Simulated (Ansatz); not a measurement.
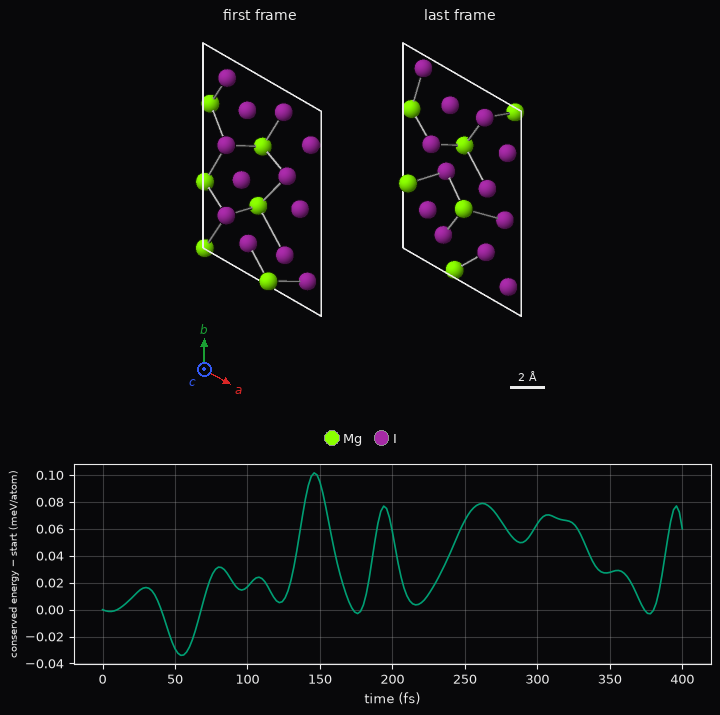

A Born-Oppenheimer molecular dynamics run of an 18-atom cell of MgI$_{2}$, 400 fs long. It starts from the last geometry of an earlier run, with fresh velocities. A ball-and-stick model of the simulation cell, seen along the c axis. Bonds to atoms that aren't drawn are left out.

Computed with DFT LDA, scalar-relativistic, plane waves, PAW (Ansatz 0.2.0). Run with plane-wave cutoff 420 eV; k-point mesh 1 × 1 × 1; Fermi-Dirac smearing 0.05 eV; low-accuracy preset; Nosé-Hoover thermostat (NVT); set temperature 1170 K; time step 2 fs; thermostat time 5.0 fs.

Input file:
```yaml
accuracy: low
crystal:
  lattice:
    - [8.1239420242, 0.0, 0.0]
    - [-6.0929565182, 10.5533103839, 0.0]
    - [0.0, 0.0, 6.7503286385]
  atoms:
    - { symbol: Mg, position: [0.01210716, 0.00038511, 0.02626844] }
    - { symbol: I, position: [0.19320087, 0.21983491, 0.34094457] }
    - { symbol: I, position: [0.37869581, 0.14513171, 0.79846921] }
    - { symbol: Mg, position: [0.01335712, 0.32456214, 0.0630722] }
    - { symbol: I, position: [0.19310781, 0.56285509, 0.27286837] }
    - { symbol: I, position: [0.32141191, 0.43591799, 0.77562541] }
    - { symbol: Mg, position: [0.05880903, 0.72085919, 0.00252094] }
    - { symbol: I, position: [0.20078896, 0.89337626, 0.29059405] }
    - { symbol: I, position: [0.37157879, 0.79210425, 0.74447676] }
    - { symbol: Mg, position: [0.54918402, 0.0172015, -0.02026224] }
    - { symbol: I, position: [0.68831397, 0.19093729, 0.30841254] }
    - { symbol: I, position: [0.87827154, 0.12639122, 0.74998092] }
    - { symbol: Mg, position: [0.46403652, 0.35719869, 0.0685831] }
    - { symbol: I, position: [0.70764117, 0.58264408, 0.29241468] }
    - { symbol: I, position: [0.81629557, 0.45854129, 0.80859065] }
    - { symbol: Mg, position: [0.50038778, 0.65871966, 0.02589278] }
    - { symbol: I, position: [0.67801116, 0.88541912, 0.24945397] }
    - { symbol: I, position: [0.90767296, 0.80142958, 0.71681251] }
basis:
  ecutwfc: 420.0
kpoints:
  mp_grid: { grid: [1, 1, 1] }
hamiltonian:
  xc: lda
scf:
  occupations: { method: fermi_dirac, width: 0.05 }
  lower_state_search: "off"
  max_iter: 100
md:
  timestep: 2
  n_steps: 200
  ensemble: nvt_nose_hoover
  temperature: 1170.0
  initial_velocities: maxwell_boltzmann
  seed: 33246
  nose_hoover: { tau: 5.0, chain_length: 1 }
```

Launched with:
```bash
ansatz run input.yaml --threads 2 --pin off --max-ram 5120MiB --backend cpu --events-out ev --progress --plain --runs-dir out
```

Q: Is this trajectory numerically sound?

A: The conserved quantity stays between −0.034 and 0.1 meV per atom of its start. A straight-line fit has a slope that amounts to +0.048 meV per atom over 400 fs (under 0.1 % of the mean kinetic energy), and the ripple about it is 0.7 % of the kinetic energy's fluctuation. With a drift under 2 % and a ripple under 7 %, the integration is accurate. The thermostat's time constant is so short that it disturbs the motion. The mean temperature in the second half is 1171 K (standard deviation 37 K). The potential energy in the second half lies on average 77.5 meV per atom above the first frame.

Limits of the set-up: the program's low-accuracy preset was used.

The run took 15 min on 2 threads of Intel(R) Xeon(R) Processor @ 2.50GHz (Skylake/Cascade Lake) (shared host), peak memory 0.64 GiB.
